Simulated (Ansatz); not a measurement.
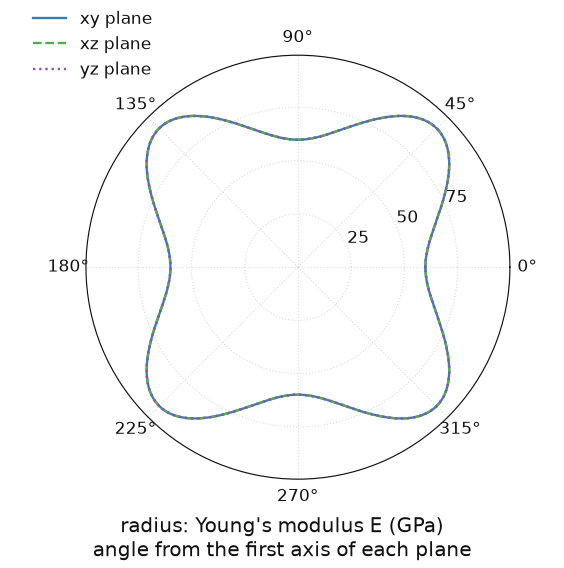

Method: elastic stress-strain coefficients at zero temperature from small strains of the given cell, Voigt order xx yy zz yz xz xy, Cartesian axes of the cell vectors; plane waves with PAW datasets, Γ-centred k mesh (Ansatz 0.2.0). Level: LDA, no spin polarisation.

```
         setting     value
     wave cutoff    420 eV
          k mesh  10×10×10
     occupations     fixed
            ions   relaxed
strain amplitude     0.002
```

Structure:
```yaml
crystal:
  lattice:
    - [0.00000, 2.91355, 2.91355]
    - [2.91355, 0.00000, 2.91355]
    - [2.91355, 2.91355, 0.00000]
  atoms:
    - { symbol: In, position: [0.00000, 0.00000, 0.00000] }
    - { symbol: P, position: [0.25000, 0.25000, 0.25000] }
```

**Figure.** Young's modulus as a function of direction in the xy, xz and yz planes for InP, space group F-43m (No. 216).

Over all directions E runs from 60 to 112 GPa, a ratio of 1.88. E is 60 GPa along x, y and z alike, and 112 GPa along the body diagonal x + y + z. The Hill averages are K = 71 GPa and G = 34 GPa, Poisson's ratio 0.29; K/G = 2.10.

Note: a crossing between the sampled k points may be missed.
